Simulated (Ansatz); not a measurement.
# What a change does: single-point calculation on CoSi

System: CoSi (Pm-3m, 2 atoms in the cell).
Method of run 1: DFT, PBE, all-electron PAW with datasets made for the crystal, scalar-relativistic, no spin polarisation (Ansatz 0.2.0).

Its volume is 0.55 times that of the source entry. Text and figures count atoms from 1; the logs count them from 0 in places.

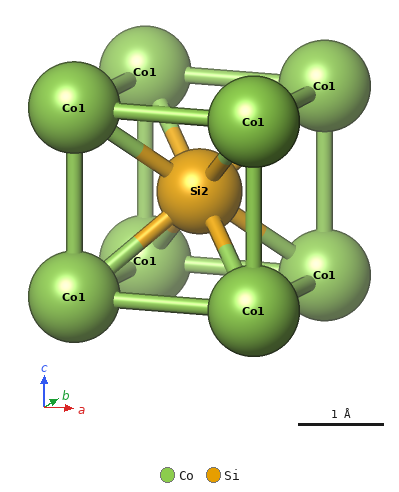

Fig. 1: The structure (ball-and-stick view of the cell of the calculation, seen slightly off an axis; atoms are numbered from 1 in the order of the input).

The input, run 1:
```yaml
crystal:
  lattice:
    - [2.2780229704, 0.0, 0.0]
    - [0.0, 2.2780229704, 0.0]
    - [0.0, 0.0, 2.2780229704]
  atoms:
    - { symbol: Co, position: [0.0, 0.0, 0.0] }
    - { symbol: Si, position: [0.5, 0.5, 0.5] }
kpoints:
  mp_grid: { grid: [14, 14, 14] }
scf:
  occupations: { method: fermi_dirac, width: 0.1 }
hamiltonian:
  xc: pbe
  pseudopotentials: { kind: all_electron, datasets: crystal }
output:
  forces: true
  stress: true
  eigenvalues: true
```

Command:
```bash
ansatz run input.yaml --threads 1 --pin off --max-ram 2048MiB --backend cpu --events-out ev --progress --plain --runs-dir out
```

Hardware: 1 thread of Arm Neoverse V1, 24 GiB of memory available, shared host.

Output, shortened to warnings, some set-up lines, iterations and results (run 1):
```
Basis set: ecut = 520 eV, 305 PW (Γ), exchange–correlation on 36×36×36 points (8 copies of the dense FFT grid, shifted against one another)
Symmetry: 48 space group operations
k-points: 120 of 2744
Initial density: superposition of atomic densities (neutral atoms: chi_scale 0, normalization atom)
[...]
SCF iter   1: F=—  HF=-45803.251768 eV  |F-HF|=—  |Δ(HF+E_count)|=         —  Δρ=2.58e-1  dr2=5.54e0  ethr=1.30e-2  ⟨swp⟩=2.6  Hψ=11417  notcnv=0
SCF iter   2: F=—  HF=-45802.265073 eV  |F-HF|=—  |Δ(HF+E_count)|=   9.87e-1  Δρ=5.82e-2  dr2=1.73e-1  ethr=5.58e-4  ⟨swp⟩=2.5  Hψ=9973  notcnv=0  defer=5
SCF iter   3: F=—  HF=-45802.111742 eV  |F-HF|=—  |Δ(HF+E_count)|=   1.53e-1  Δρ=9.43e-2  dr2=7.73e-1  ethr=5.58e-4  ⟨swp⟩=3.4  Hψ=6194  notcnv=0
SCF iter   4: F=—  HF=-45801.973294 eV  |F-HF|=—  |Δ(HF+E_count)|=   1.38e-1  Δρ=3.29e-2  dr2=7.50e-2  ethr=5.58e-4  ⟨swp⟩=3.1  Hψ=5956  notcnv=0
SCF iter   5: F=—  HF=-45802.007270 eV  |F-HF|=—  |Δ(HF+E_count)|=   3.40e-2  Δρ=1.80e-2  dr2=2.43e-2  ethr=2.59e-4  ⟨swp⟩=2.0  Hψ=4950  notcnv=0
SCF iter   6: F=—  HF=-45802.008177 eV  |F-HF|=—  |Δ(HF+E_count)|=   9.07e-4  Δρ=2.04e-3  dr2=3.95e-4  ethr=8.39e-5  ⟨swp⟩=2.9  Hψ=4763  notcnv=0
SCF iter   7: F=—  HF=-45802.008950 eV  |F-HF|=—  |Δ(HF+E_count)|=   7.73e-4  Δρ=3.65e-4  dr2=8.10e-6  ethr=1.36e-6  ⟨swp⟩=2.8  Hψ=5100  notcnv=0
SCF iter   8: F=—  HF=-45802.008887 eV  |F-HF|=—  |Δ(HF+E_count)|=   6.33e-5  Δρ=6.67e-5  dr2=1.88e-7  ethr=2.79e-8  ⟨swp⟩=3.0  Hψ=4301  notcnv=0
SCF iter   9: F=-45802.008887 eV  HF=-45802.008887 eV  |F-HF|=1.62e-8  |Δ(HF+E_count)|=   5.06e-8  Δρ=1.80e-5  dr2=2.16e-8  ethr=6.50e-10  ⟨swp⟩=3.0  Hψ=4459  notcnv=0
SCF 1 converged in 9 iterations: F = -45802.008885 eV  dr2 = 2.16e-8
  Residual-converged pass: ⟨swp⟩=3.0  Hψ=5507  notcnv=0  max |occ|·‖R‖ = 4.8e-6 eV (tolerance 5.3e-6 eV)  dr2=2.26e-8  dr2_onsite=1.56e-8  max |Δocc| = 1.0e-10
SCF converged after 9 iterations
Free energy (F): -45802.008885 eV
Harris-Foulkes:  -45802.008885 eV  (|F-HF|=1.62e-8)
Internal energy: -45801.977135 eV  (E = F + TS)
E sigma→0 (E₀):  -45801.993010 eV
Entropy (-TS):   -0.031750 eV (-15.875 meV/atom)
Past the cutoff: the bands carry plane waves up to 1.75 times it, of which those up to 1.5 times it add -0.000213 eV an atom, each by itself; the spheres take 0.000162 eV an atom off the energy for waves past 1.75 times it
By the cutoff:   a pressure is off by up to 0.009 GPa (1.2 times the spheres' own share and the shells' term, over an atom's volume, and 0.004 GPa: a bound that held against runs at twice the plane waves)
Past the cutoffs: a stress includes 0.0020 GPa for waves and charges beyond them, in addition to the slope of what the spheres take
In the spheres:  the bands' charges fall short by 4.5e-7 e at most (sound up to 1e-3)
Fermi energy:    36.191295 eV
--- Per-component energies (eV) ---
  E_band       = -424.704790
  E_kinetic    = 432.838471
  E_local      = -2024.342748  (includes V_loc(G=0)·N_el)
  E_nonlocal   = -1070.469176
  E_hartree    = 1140.432784
  E_xc         = -136.597098
  E_vxc        = -178.615309  (∫ρ·V_xc dr)
  E_paw        = -47306.800302  (= ΣΔE_a)
  E_vpaw       = -7944.939401  (= ΣTr[D̂ρ^β])
  E_ewald      = -4917.004833
  E_smearing   = -0.031750  (= −TS)
  E_closure    = 8079.965767  (closes the sum)
  Σ components = -45802.008885   (vs F -45802.008885, Δ=0.00e0)
  The terms above E_closure are by the made datasets' own strengths, without shells solved beside the bands.
--- Forces (eV/Å), atoms counted from 1 ---
  atom   1  Co    -0.00000000     0.00000000     0.00000000
  atom   2  Si     0.00000000     0.00000000     0.00000000
  max |Σ_I F_I| component: 2.70e-30 eV/Å
--- Stress (GPa, compression-positive) ---
      492.283585       0.000000      -0.000000
        0.000000     492.283585       0.000000
        0.000000       0.000000     492.283585
  P = ⅓ Tr σ = 492.2836 GPa (4922.836 kbar)
```

The input of run 2 differs as follows (lines with − go, lines with + come):
```diff
-  pseudopotentials: { kind: all_electron, datasets: crystal }
+  pseudopotentials: { kind: nc }
```

What does this change do to the results?

The total energies belong to different models, so their difference says nothing on which is more stable or more accurate. The pressure goes from 492.28 to 489.19 GPa. The SCF takes 7 iterations against 9. The plane waves at Γ go from 305 to 1309. On the same kind of shared host run 2 took about 0.42 times as long. The two runs start from different initial densities, which also moves the count.

Output, shortened to warnings, some set-up lines, iterations and results (run 2):
```
Basis set: ecut = 1306.14654 eV, 1309 PW (Γ), exchange–correlation on 54×54×54 points (8 copies of the dense FFT grid, shifted against one another)
Symmetry: 48 space group operations
k-points: 120 of 2744
Initial density: superposition of atomic densities (chi_scale 0.1, normalization cell, long waves kept (reshape's long-wave potential 0.00 eV rms))
[...]
SCF iter   1: F=—  HF=-4271.863376 eV  |F-HF|=—  |Δ(HF+E_count)|=         —  Δρ=6.60e-2  dr2=4.44e-1  ethr=3.10e-3  ⟨swp⟩=6.1  Hψ=10208  notcnv=0
SCF iter   2: F=—  HF=-4271.742252 eV  |F-HF|=—  |Δ(HF+E_count)|=   1.21e-1  Δρ=4.30e-2  dr2=1.56e-1  ethr=2.11e-3  ⟨swp⟩=2.0  Hψ=3211  notcnv=0  defer=12
SCF iter   3: F=—  HF=-4271.707218 eV  |F-HF|=—  |Δ(HF+E_count)|=   3.50e-2  Δρ=5.17e-2  dr2=2.07e-1  ethr=7.41e-4  ⟨swp⟩=2.1  Hψ=3493  notcnv=0  defer=12
SCF iter   4: F=—  HF=-4271.660119 eV  |F-HF|=—  |Δ(HF+E_count)|=   4.71e-2  Δρ=4.98e-3  dr2=6.67e-4  ethr=7.41e-4  ⟨swp⟩=2.4  Hψ=3203  notcnv=0  defer=12
SCF iter   5: F=—  HF=-4271.659846 eV  |F-HF|=—  |Δ(HF+E_count)|=   2.74e-4  Δρ=4.22e-4  dr2=3.60e-6  ethr=3.18e-6  ⟨swp⟩=2.2  Hψ=3318  notcnv=0  defer=11
SCF iter   6: F=—  HF=-4271.659845 eV  |F-HF|=—  |Δ(HF+E_count)|=   4.07e-7  Δρ=6.69e-5  dr2=1.44e-7  ethr=1.71e-8  ⟨swp⟩=2.5  Hψ=3128  notcnv=0  defer=11
SCF iter   7: F=-4271.659845 eV  HF=-4271.659845 eV  |F-HF|=3.77e-10  |Δ(HF+E_count)|=   2.69e-8  Δρ=7.71e-6  dr2=1.45e-9  ethr=4.76e-10  ⟨swp⟩=7.3  Hψ=9187  notcnv=0
SCF 1 converged in 7 iterations: F = -4271.659845 eV  dr2 = 1.45e-9
SCF converged after 7 iterations
Free energy (F): -4271.659845 eV
Harris-Foulkes:  -4271.659845 eV  (|F-HF|=3.77e-10)
Internal energy: -4271.628510 eV  (E = F + TS)
E sigma→0 (E₀):  -4271.644178 eV
Entropy (-TS):   -0.031335 eV (-15.667 meV/atom)
Fermi energy:    34.140310 eV
--- Per-component energies (eV) ---
  E_band       = 63.130402
  E_kinetic    = 1953.858673
  E_local      = -2903.173597  (includes V_loc(G=0)·N_el)
  E_nonlocal   = -487.968266
  E_hartree    = 1073.355568
  E_xc         = -827.930260
  E_vxc        = -646.295826  (∫ρ·V_xc dr)
  E_ewald      = -3079.770629
  E_smearing   = -0.031335  (= −TS)
  E_closure    = -0.000000  (closes the sum)
  Σ components = -4271.659845   (vs F -4271.659845, Δ=0.00e0)
--- Forces (eV/Å), atoms counted from 1 ---
  atom   1  Co    -0.00000000     0.00000000     0.00000000
  atom   2  Si    -0.00000000     0.00000000     0.00000000
  max |Σ_I F_I| component: 9.86e-31 eV/Å
--- Stress (GPa, compression-positive) ---
      489.192472       0.000000       0.000000
        0.000000     489.192472      -0.000000
        0.000000       0.000000     489.192472
  P = ⅓ Tr σ = 489.1925 GPa (4891.925 kbar)
```

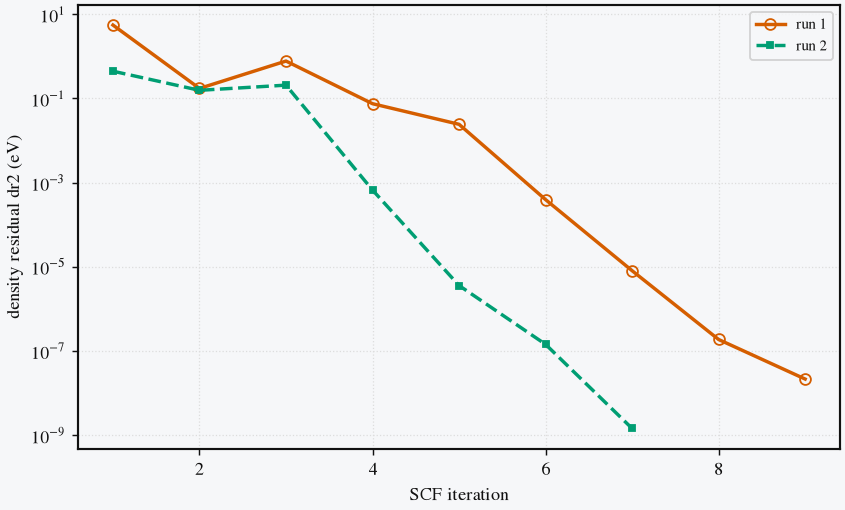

Fig. 2: Convergence of the two runs: density residual dr2 against the SCF iteration. Run 1 takes 9 iterations in all, and run 2 takes 7.

The two runs side by side:

| quantity | run 1 | run 2 |
| --- | --- | --- |
| outcome | converged | converged |
| free energy per atom (eV) | −22901.0044 | −2135.8299 |
| energy per atom, smearing taken to zero (eV) | −22900.9965 | −2135.8221 |
| pressure (GPa) | 492.28 | 489.19 |
| largest force (eV/Å) | 0.000 | 0.000 |
| SCF iterations | 9 | 7 |
| irreducible k-points | 120 | 120 |
| plane waves at Γ | 305 | 1309 |
| wall time (shared host) | 15 s | 6.6 s |

For both runs: The run has no spin polarisation, so a magnetic state may lie lower. For run 1: The cell is under a pressure of 492 GPa at this level, so it is not at its equilibrium volume. For run 2: The cell is under a pressure of 489 GPa at this level, so it is not at its equilibrium volume.
